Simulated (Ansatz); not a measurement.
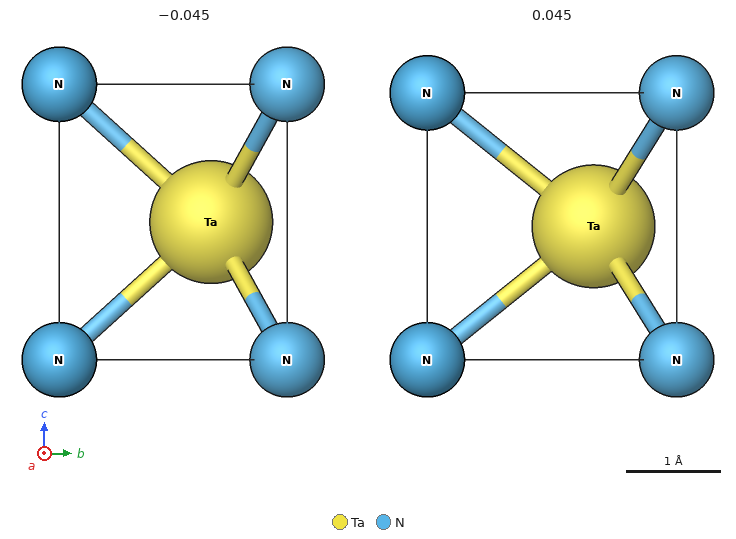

Solid TaN (set up in P-6m2), under biaxial strain in the a–b plane (c relaxed, atoms fixed by symmetry), with energies (extrapolated to zero smearing) counted from the relaxed crystal, which is the row at zero. The picture shows the first and the last member. The picture is a ball-and-stick view of the cell of the calculation, seen along the a axis.

Computed with Ansatz 0.2.0: DFT r2SCAN, scalar-relativistic, plane waves, PAW. (plane-wave cutoff 500 eV; k-point mesh 24 × 24 × 18; occupations gaussian; smearing width 0.1 eV; no spin polarisation; force threshold 0.008 eV/Å)

| strain | energy (meV/atom) | a (Å) | c (Å) |
| --- | --- | --- | --- |
| −0.045 | 126.37 | 2.804 | 2.936 |
| −0.03 | 54.28 | 2.848 | 2.918 |
| −0.015 | 13.09 | 2.892 | 2.900 |
| 0.0 | 0.00 | 2.936 | 2.885 |
| 0.015 | 12.30 | 2.980 | 2.870 |
| 0.03 | ? | ? | ? |
| 0.045 | 103.06 | 3.068 | 2.845 |

**Fill in the missing row.**

A parabola through three neighbouring rows (0.0, 0.015, 0.045) gives, with Lagrange weights, (−0.3333)(0.00) + (1.0000)(12.30) + (0.3333)(103.06) = 46.65 meV/atom. The calculation gives 47.45 meV/atom (a = 3.024 Å, c = 2.857 Å). The estimate is 0.80 meV/atom too low. From the first member to the last: Ta–Ta 2.804 → 3.068 Å, Ta–Ta 2.936 → 2.845 Å, N–Ta 2.185 → 2.272 Å.

The whole series:

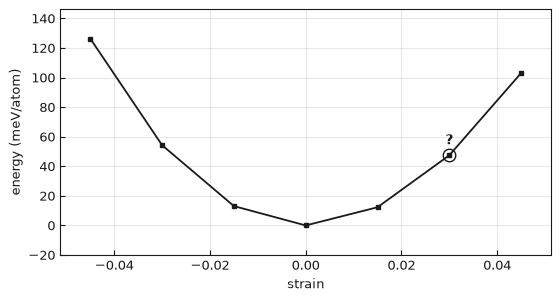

Each member starts from this one structure; whether another phase lies lower wasn't checked.
